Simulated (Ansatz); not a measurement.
**Si: nudged elastic band (part 3 of 3)**

Continued. System: Si (defect cell, 17 atoms in the cell). Method: DFT PBEsol, scalar-relativistic, plane waves, PAW, no spin polarisation (Ansatz 0.2.0); cutoff 420 eV, 2×2×2 k-mesh, Gaussian smearing of 0.05 eV. It belongs to a series of runs on one base structure; here: band between the two ends.

Geometry of the input (Å; fractional positions):
```
0.0000  5.4300  5.4300
5.4300  0.0000  5.4300
5.4300  5.4300  0.0000
Si 0.0026  -0.0030  -0.0030
Si 0.1300  0.1234  0.1233
Si 0.0025  -0.0029  0.5035
Si 0.1244  0.1262  0.6247
Si 0.0024  0.5036  -0.0030
Si 0.1244  0.6248  0.1262
Si 0.0001  0.5000  0.5000
Si 0.1243  0.6248  0.6247
Si 0.4987  0.0007  0.0005
Si 0.6225  0.1231  0.1230
Si 0.4968  -0.0030  0.5032
Si 0.6224  0.1231  0.6319
Si 0.4968  0.5034  -0.0031
Si 0.6223  0.6320  0.1230
Si 0.4966  0.5034  0.5033
Si 0.6263  0.6247  0.6246
Si 0.7488  0.2507  0.2505
```

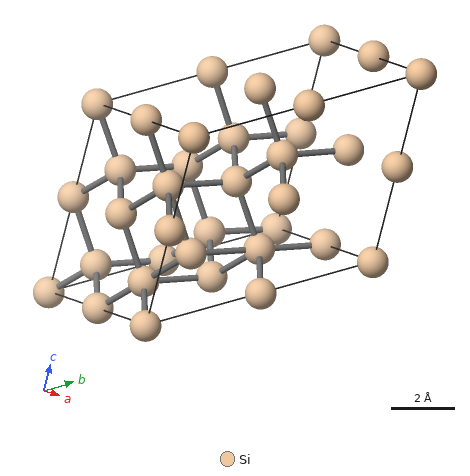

Fig. 1: The input geometry (ball-and-stick view of the cell of the calculation, seen slightly off an axis).

### Output, continued
```
  k-point 2: bands = ["-5.3756", "-4.6371", "-3.2003", "-3.0778", "-2.8237", "-2.6399", "-2.6094", "-2.5357", "-0.4051", "-0.3312", "0.0536", "0.1544", "0.3337", "0.3665", "1.4335", "2.3571", "2.3809", "2.6505", "2.7217", "3.0611", "3.1086", "3.1245", "4.0402", "4.1136", "4.2680", "4.3660", "4.4704", "4.5430", "5.6673", "5.6681", "5.7392", "5.7804", "6.2675", "6.7611", "7.3521", "7.6900", "8.0004", "8.1767", "8.3991", "8.4747", "9.5685", "9.5886", "9.7815", "9.8078", "9.8612", "10.4417", "10.6186", "10.6273", "10.6324", "11.1047", "11.3131"]
  k-point 7: bands = ["-5.3756", "-4.6371", "-3.2003", "-3.0778", "-2.8237", "-2.6399", "-2.6094", "-2.5357", "-0.4051", "-0.3312", "0.0536", "0.1544", "0.3337", "0.3665", "1.4335", "2.3571", "2.3809", "2.6505", "2.7217", "3.0611", "3.1086", "3.1245", "4.0401", "4.1136", "4.2680", "4.3660", "4.4704", "4.5430", "5.6673", "5.6681", "5.7392", "5.7804", "6.2675", "6.7611", "7.3521", "7.6900", "8.0004", "8.1767", "8.3991", "8.4747", "9.5685", "9.5886", "9.7815", "9.8078", "9.8612", "10.4417", "10.6186", "10.6273", "10.6324", "11.1047", "11.3131"]
this run last wrote the band of iteration 7 to [file]; this run last wrote the band within `neb.f_tol` of iteration 6 to [file]
--- NEB band (7 images, 7 band iterations, 414 SCF iterations) ---
  forward barrier  = 0.299684 eV
  backward barrier = 0.299628 eV
  lagrangian_above_aufbau_ev (what the smearing adds, to first order; not taken off the barriers): saddle image -0.001514 eV, end points -0.010122 and -0.010083 eV
  climbing image's point = a first-order saddle point (lowest curvatures found: -0.21 and 0.54 eV/Å²)
  energies are F+E_penalty+E_count in eV, relative to image 0
  image     s (Å)  Δ vs image 0  max|band force component| (eV/Å)
      0    0.0000      0.000000                                 —
      1    0.5758      0.114735                          4.346e-3
      2    1.1516      0.261908                          1.393e-2
  *   3    1.7220      0.299684                          7.022e-3
      4    2.2912      0.262323                          2.777e-2
      5    2.8703      0.116751                          7.391e-3
      6    3.4493      0.000056                                 —
  saddle-point geometry (image 3):
  cell:  # Å, volume = 320.2060 Å³
    - [0.0, 5.43, 5.43]
    - [5.43, 0.0, 5.43]
    - [5.43, 5.43, 0.0]
  atoms:
    - { symbol: Si, position: [-0.011383295573170076, -0.0019492501204625666, -0.002243199662461651] }
    - { symbol: Si, position: [0.05936649601301093, 0.1469678305513878, 0.1466673075896535] }
    - { symbol: Si, position: [-0.011380980317959238, -0.0019483608364309441, 0.5152468371508261] }
    - { symbol: Si, position: [0.13659481096322668, 0.10961144708140635, 0.6267348835295208] }
    - { symbol: Si, position: [-0.011383274485132322, 0.5155454198123127, -0.002243470767559902] }
    - { symbol: Si, position: [0.13659650164054776, 0.6270308749479057, 0.10931104326269175] }
    - { symbol: Si, position: [0.06564467740859697, 0.4782073988561652, 0.47790478516263407] }
    - { symbol: Si, position: [0.13659330024355354, 0.6270267835779407, 0.6267335316694953] }
    - { symbol: Si, position: [0.4390917131514278, 0.020387705464219003, 0.020103680699128462] }
    - { symbol: Si, position: [0.6165630140317923, 0.11557782276544615, 0.11529156791091277] }
    - { symbol: Si, position: [0.5086393249529, -0.02741880776128844, 0.5092325568259615] }
    - { symbol: Si, position: [0.6165649221226841, 0.1155736389605726, 0.6522559739706604] }
    - { symbol: Si, position: [0.5086400459657874, 0.5095166931899244, -0.02770264063312189] }
    - { symbol: Si, position: [0.6165634139357975, 0.6525392276701169, 0.11528967586340044] }
    - { symbol: Si, position: [0.5086387412048001, 0.5095173029374969, 0.5092322184884287] }
    - { symbol: Si, position: [0.6859879862730409, 0.6047553306090223, 0.6044711295145699] }
    - { symbol: Si, position: [0.5627194574690959, 0.31251057229426565, 0.3122317794252604] }
```

### The last band as extended XYZ (Å, eV, eV/Å)
```
17
Lattice="0.0000 5.4300 5.4300 5.4300 0.0000 5.4300 5.4300 5.4300 0.0000" Properties=species:S:1:pos:R:3:forces:R:3 image=0 energy=-10561.60683
Si   -0.0326   -0.0020   -0.0018    0.0233   0.0014   0.0018
Si    1.3398    1.3757    1.3760   -0.0141   0.0148   0.0153
Si    2.7180    2.7475   -0.0024   -0.0023  -0.0184   0.0036
Si    4.0774    4.0681    1.3608    0.0194  -0.0215   0.0240
Si    2.7183   -0.0029    2.7476   -0.0032   0.0041  -0.0169
Si    4.0776    1.3606    4.0681    0.0189   0.0236  -0.0217
Si    5.4298    2.7153    2.7153    0.0017  -0.0009  -0.0006
Si    6.7850    4.0674    4.0676   -0.0222  -0.0200  -0.0208
Si    0.0064    2.7109    2.7118    0.0034  -0.0019  -0.0012
Si    1.3360    4.0481    4.0487   -0.0042  -0.0070  -0.0061
Si    2.7163    5.4303    2.6813    0.0007  -0.0036   0.0118
Si    4.0993    6.8104    4.0477    0.0060   0.0022  -0.0031
Si    2.7166    2.6807    5.4307   -0.0002   0.0122  -0.0042
Si    4.0996    4.0468    6.8110    0.0049  -0.0029   0.0018
Si    5.4661    5.4294    5.4302   -0.0142  -0.0007  -0.0023
Si    6.7837    6.7923    6.7928   -0.0195   0.0199   0.0199
Si    2.7213    5.4260    5.4269    0.0017  -0.0012  -0.0012
17
Lattice="0.0000 5.4300 5.4300 5.4300 0.0000 5.4300 5.4300 5.4300 0.0000" Properties=species:S:1:pos:R:3:forces:R:3 image=1 energy=-10561.49209
Si   -0.0441   -0.0350   -0.0342    0.0346   0.0051   0.0051
Si    1.4942    1.2210    1.2218   -0.0942   0.0942   0.0942
Si    2.7501    2.7593   -0.0341   -0.0051  -0.0347   0.0051
Si    4.0328    4.1124    1.3701    0.0205  -0.0205  -0.0273
Si    2.7501   -0.0349    2.7602   -0.0050   0.0050  -0.0347
Si    4.0328    1.3693    4.1132    0.0205  -0.0273  -0.0205
Si    5.3461    2.7991    2.7999    0.0427  -0.0428  -0.0428
Si    6.7758    4.1124    4.1133    0.0273  -0.0205  -0.0205
Si    0.1503    2.5648    2.5656   -0.0618   0.0619   0.0618
Si    1.2763    3.9985    3.9993    0.0901   0.0182   0.0183
Si    2.6668    5.4784    2.6770    0.0216  -0.0216  -0.0306
Si    4.1466    6.8688    3.9993   -0.0183  -0.0902   0.0183
Si    2.6668    2.6762    5.4792    0.0216  -0.0305  -0.0216
Si    4.1466    3.9985    6.8697   -0.0183   0.0183  -0.0901
Si    5.4689    5.4784    5.4792    0.0305  -0.0216  -0.0216
Si    6.6987    6.8764    6.8772    0.0461  -0.0460  -0.0460
Si    2.9062    5.2389    5.2397   -0.1530   0.1530   0.1529
17
Lattice="0.0000 5.4300 5.4300 5.4300 0.0000 5.4300 5.4300 5.4300 0.0000" Properties=species:S:1:pos:R:3:forces:R:3 image=2 energy=-10561.34492
Si   -0.0766   -0.0555   -0.0543   -0.0141  -0.0032  -0.0032
Si    1.6356    1.0786    1.0799    0.0079  -0.0080  -0.0080
Si    2.7697    2.7908   -0.0543    0.0033   0.0140  -0.0031
Si    4.0103    4.1339    1.3936    0.0131  -0.0131   0.0166
Si    2.7697   -0.0555    2.7920    0.0033  -0.0031   0.0140
Si    4.0103    1.3924    4.1352    0.0130   0.0165  -0.0131
Si    5.2992    2.8451    2.8462    0.0139  -0.0142  -0.0142
Si    6.7518    4.1340    4.1352   -0.0165  -0.0131  -0.0132
Si    0.2527    2.4614    2.4627    0.0078  -0.0077  -0.0077
Si    1.1587    3.9589    3.9600   -0.0148   0.0057   0.0058
Si    2.6450    5.4992    2.7084    0.0003  -0.0003  -0.0057
Si    4.1853    6.9855    3.9600   -0.0058   0.0147   0.0059
Si    2.6450    2.7072    5.5004    0.0003  -0.0058  -0.0003
Si    4.1853    3.9588    6.9868   -0.0058   0.0058   0.0147
Si    5.4370    5.4992    5.5004    0.0056  -0.0002  -0.0002
Si    6.6500    6.9242    6.9254    0.0122  -0.0121  -0.0121
Si    3.1423    5.0018    5.0031   -0.0238   0.0239   0.0237
17
Lattice="0.0000 5.4300 5.4300 5.4300 0.0000 5.4300 5.4300 5.4300 0.0000" Properties=species:S:1:pos:R:3:forces:R:3 image=4 energy=-10561.34451
Si    0.0337   -0.0636   -0.0616    0.0178   0.0133   0.0132
Si    1.4879    1.2244    1.2264   -0.0225   0.0231   0.0229
Si    2.7758    2.6787   -0.0616   -0.0130  -0.0181   0.0132
Si    4.0162    4.1261    1.2822   -0.0074   0.0071  -0.0213
Si    2.7758   -0.0636    2.6806   -0.0130   0.0133  -0.0180
Si    4.0162    1.2802    4.1280   -0.0074  -0.0213   0.0071
Si    5.1483    2.9940    2.9960   -0.0073   0.0073   0.0074
Si    6.8619    4.1261    4.1280    0.0215   0.0071   0.0072
Si    0.1365    2.5759    2.5779   -0.0118   0.0114   0.0115
Si    1.3494    4.0019    4.0038   -0.0163  -0.0088  -0.0088
Si    2.5999    5.5427    2.5149    0.0108  -0.0111  -0.0007
Si    4.1405    6.7930    4.0038    0.0086   0.0165  -0.0086
Si    2.5999    2.5129    5.5445    0.0108  -0.0008  -0.0110
Si    4.1405    4.0019    6.7949    0.0087  -0.0087   0.0164
Si    5.6293    5.5426    5.5445    0.0006  -0.0110  -0.0108
Si    6.5321    7.0403    7.0422   -0.0152   0.0152   0.0152
Si    3.6397    4.5025    4.5045    0.0350  -0.0346  -0.0349
17
Lattice="0.0000 5.4300 5.4300 5.4300 0.0000 5.4300 5.4300 5.4300 0.0000" Properties=species:S:1:pos:R:3:forces:R:3 image=5 energy=-10561.49008
Si    0.0100   -0.0420   -0.0397   -0.0273   0.0213   0.0213
Si    1.4403    1.2711    1.2734   -0.0434   0.0436   0.0435
Si    2.7533    2.7014   -0.0397   -0.0212   0.0272   0.0213
Si    4.0353    4.1061    1.3136    0.0048  -0.0048   0.0339
Si    2.7533   -0.0420    2.7037   -0.0212   0.0213   0.0272
Si    4.0354    1.3112    4.1083    0.0048   0.0340  -0.0048
Si    5.2898    2.8516    2.8539    0.0974  -0.0975  -0.0975
Si    6.8300    4.1061    4.1084   -0.0338  -0.0049  -0.0049
Si    0.0876    2.6239    2.6261   -0.0470   0.0469   0.0469
Si    1.3169    4.0221    4.0244   -0.0308   0.0197   0.0198
Si    2.6388    5.5028    2.6336    0.0167  -0.0170   0.0922
Si    4.1193    6.8246    4.0244   -0.0198   0.0310   0.0197
Si    2.6387    2.6312    5.5051    0.0167   0.0921  -0.0169
Si    4.1193    4.0221    6.8269   -0.0198   0.0197   0.0309
Si    5.5100    5.5028    5.5050   -0.0922  -0.0169  -0.0168
Si    6.6339    6.9375    6.9398    0.0643  -0.0641  -0.0642
Si    3.8778    4.2634    4.2658    0.1518  -0.1515  -0.1517
17
Lattice="0.0000 5.4300 5.4300 5.4300 0.0000 5.4300 5.4300 5.4300 0.0000" Properties=species:S:1:pos:R:3:forces:R:3 image=6 energy=-10561.60677
Si    0.0009    0.0043    0.0067    0.0239   0.0225   0.0172
Si    1.3571    1.3568    1.3578   -0.0022  -0.0005   0.0012
Si    2.7093    2.7115    0.0047   -0.0179  -0.0280   0.0231
Si    4.0683    4.0741    1.3263   -0.0024  -0.0026   0.0181
Si    2.7082    0.0035    2.7131   -0.0142   0.0248  -0.0266
Si    4.0675    1.3243    4.0767    0.0011   0.0131  -0.0036
Si    5.4456    2.6962    2.6985    0.0148  -0.0173  -0.0150
Si    6.8186    4.0733    4.0750   -0.0263  -0.0007   0.0018
Si    0.0022    2.7081    2.7110    0.0206  -0.0185  -0.0210
Si    1.3187    4.0710    4.0744    0.0182   0.0050  -0.0009
Si    2.6862    5.4536    2.6930   -0.0096   0.0019  -0.0021
Si    4.0697    6.8196    4.0728   -0.0036  -0.0106   0.0053
Si    2.6852    2.6899    5.4575   -0.0065  -0.0030   0.0035
Si    4.0689    4.0702    6.8232    0.0003   0.0070  -0.0127
Si    5.4495    5.4520    5.4549    0.0058   0.0063   0.0107
Si    6.7779    6.7893    6.7932   -0.0028  -0.0006   0.0019
Si    4.0623    4.0743    4.0786    0.0009   0.0011  -0.0012
```

### Results in brief

| quantity | value |
| --- | --- |
| outcome | converged |
| barrier, forward | 0.300 eV |
| barrier, backward | 0.300 eV |
| electrons treated | 68 |
| wall time | 2.7 min |
| peak memory | 0.91 GiB |

### Remarks

The k-point mesh is coarse for a cell of this size, so the results may not be converged.
